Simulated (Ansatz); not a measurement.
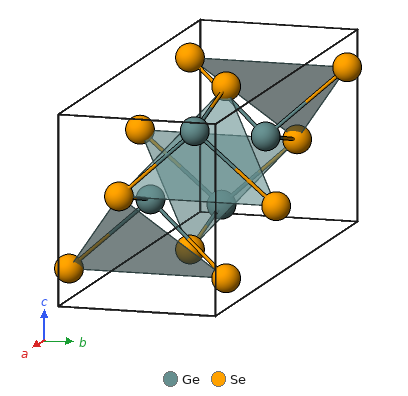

An orthographic polyhedral view of the structure, slightly off an axis. The edges of the conventional unit cell are marked. A few atoms beyond the faces are included.

GeSe, space group Pnma (No. 62), a = 11.239 Å, b = 3.794 Å, c = 4.527 Å, α = 90.00°, β = 90.00°, γ = 90.00°. Its origin is a structure listed in the Materials Project. The cell was then strained or its atoms displaced on purpose. Ansatz was used for an electronic-structure calculation on it.

This one geometry was computed with Ansatz (DFT, plane waves, PAW) at three levels of theory: HSE06, r2SCAN and PBE. It was relaxed with r2SCAN and then strained.

**Which level gives the highest pressure at this volume, and what does that say about its equilibrium volume?**

Highest: PBE (2.2 GPa), which points to the largest equilibrium volume. Lowest, with the smallest volume: HSE06 (0.3 GPa) and r2SCAN (0.8 GPa). Levels within 0.5 GPa of each other can't be told apart.

**How does the band gap change with the level of theory?**

PBE: a gap of 0.74 eV, direct; r2SCAN: a gap of 0.95 eV, direct; HSE06: a gap of 1.26 eV, direct.

**Collect the results in a table.**

| level | cutoff (eV) | k-mesh of the run's cell | gap (eV) | pressure (GPa) |
| --- | --- | --- | --- | --- |
| HSE06 | 420 | 2×4×4 | 1.26 | 0.3 |
| r2SCAN | 500 | 2×6×6 | 0.95 | 0.8 |
| PBE | 420 | 2×6×6 | 0.74 | 2.2 |

Gaps are taken on the k-mesh or band path of each run.
